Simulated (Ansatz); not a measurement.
The calculation's input:

```
crystal:
  lattice:
    - [-2.203196, 2.203196, 4.310613]
    - [2.203196, -2.203196, 4.310613]
    - [2.203196, 2.203196, -4.310613]
  atoms:
    - { symbol: Ta, position: [0.0, 0.5, 0.5] }
    - { symbol: Ta, position: [0.26382, 0.26382, 0.0] }
    - { symbol: Ta, position: [0.5, 0.0, 0.5] }
    - { symbol: Ta, position: [0.73618, 0.73618, 0.0] }
    - { symbol: "N", position: [0.75, 0.25, 0.5] }
    - { symbol: "N", position: [0.0, 0.0, 0.0] }
    - { symbol: "N", position: [0.25, 0.75, 0.5] }
basis:
  ecutwfc: 420
kpoints:
  mp_grid: { grid: [12, 12, 12] }
hamiltonian:
  xc: pbesol
scf:
  occupations: { method: gaussian, width: 0.1 }
output:
  forces: true
  stress: true
  eigenvalues: true
  populations: true
  write_density: true
  write_potential: true
  elf: true
  volumetric_format: npy
```

Run with:

```sh
ansatz run input.yaml --threads 2 --pin off --max-ram 5120MiB --backend cpu --events-out ev --progress --plain --runs-dir out
```

Below, planes, directions and counts refer to the conventional cell (a = 4.41 Å, b = 4.41 Å, c = 8.62 Å, α = 90.00°, β = 90.00°, γ = 90.00°).

Space group I4/mmm; a structure from a database of computed crystals, not necessarily the ambient phase; computed pressure about −10 GPa in this cell; computed without spin polarisation.

All numbers below come from DFT PBEsol, scalar-relativistic, plane waves, PAW (Ansatz 0.2.0).

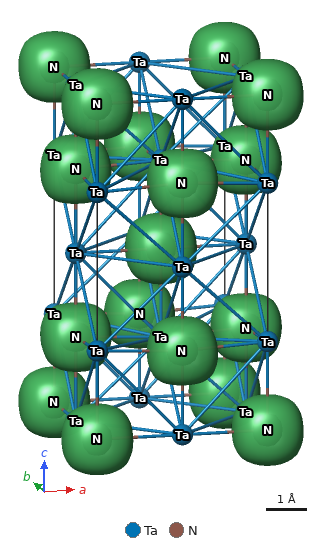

Ta$_{4}$N$_{3}$. Isosurface of the electron localisation function at 0.6 (green), seen slightly off an axis. Core shells and regions of very low density are left out. Sticks mark near contacts.

In a PAW calculation such maps are meaningful between the atoms, not at the nuclei.

> What do the ELF domains correspond to?

The ELF exceeds this value in six regions wrapped around N (the valence shell of each), counted in one cell of 14 atoms. Regions shared between cells count once.

Values along the shortest contacts:
Ta–N (2.16 Å): the ELF peaks at about 0.80 in the valence shell of N, 0.6 Å from its nucleus, and is about 0.15 at the midpoint (no localised pair shows between them). Ta–Ta (3.00 Å): the ELF is about 0.35 at the midpoint.

> Does the calculation make it a metal, or give it a gap?

It is gapless in this calculation (a metal or semimetal); semilocal functionals without U, or without the true magnetic order, often close the gap of such compounds.
